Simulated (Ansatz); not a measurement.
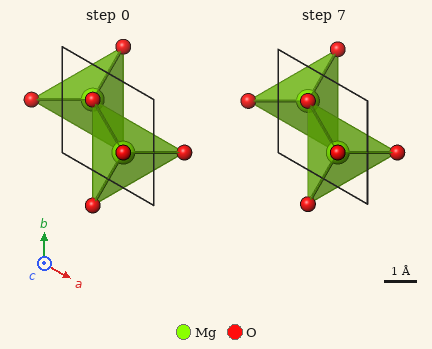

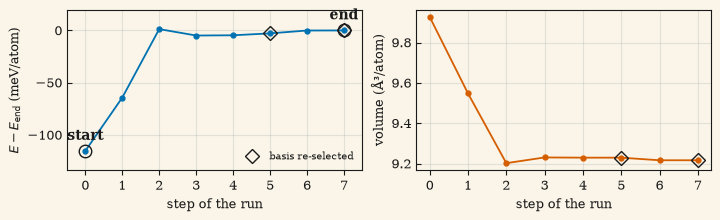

First and last geometry of a relaxation of solid MgO (set up in P6_3/mmc), with the history of the run. Style: polyhedral. Shown: the cell of the calculation, along the c axis.

Case: relaxed at 35 GPa.

Computed with DFT PBEsol, scalar-relativistic, plane waves, PAW (Ansatz). Set-up: plane-wave cutoff 420 eV; k-point mesh 12 × 12 × 6; occupations fixed; target pressure 35 GPa; no spin polarisation; cell and atoms relaxed; force threshold 0.001 eV/Å; at most 60 steps.

### What do the curves and the structures tell?

It converged. No atom moves by more than 0.005 Å relative to the cell. The volume changes by −7.2 %, with a = b 3.363 → 3.279 Å (−2.5 %), c 4.054 → 3.960 Å (−2.3 %). Some distances before and after: Mg–Mg 2.807 → 2.739 Å, Mg–O 1.942 → 1.893 Å, Mg–O 2.027 → 1.980 Å. The space group stays P6_3/mmc (No. 194). The energy rises by 115 meV per atom in 5 accepted moves (7 points after the start). With the target pressure of 35 GPa, the enthalpy E + pV changes by −39.8 meV per atom. All forces vanish by symmetry, so only the cell relaxes. Pressure: 17.99 GPa at the start and 34.99 GPa at the end. The SCF was repeated twice at an unchanged geometry on a basis and grid sized afresh for the cell, which shifted the energy by 1.8 meV per atom at most. The run took 24 s on 1 thread of Arm Neoverse V1, on a shared host, peak memory 0.33 GiB.

| step | E − E(0), meV/atom | pressure, GPa | volume, Å³/atom | note |
| --- | --- | --- | --- | --- |
| 0 | 0.00 | 17.99 | 9.927 |  |
| 1 | 51.02 | 26.57 | 9.548 |  |
| 2 | 116.62 | 35.78 | 9.202 |  |
| 3 | 110.48 | 34.97 | 9.230 |  |
| 4 | 110.71 | 35.00 | 9.229 |  |
| 5 | 112.54 | 34.63 | 9.229 | same geometry, new basis |
| 6 | 115.28 | 35.00 | 9.216 |  |
| 7 | 115.34 | 34.99 | 9.216 | same geometry, new basis |
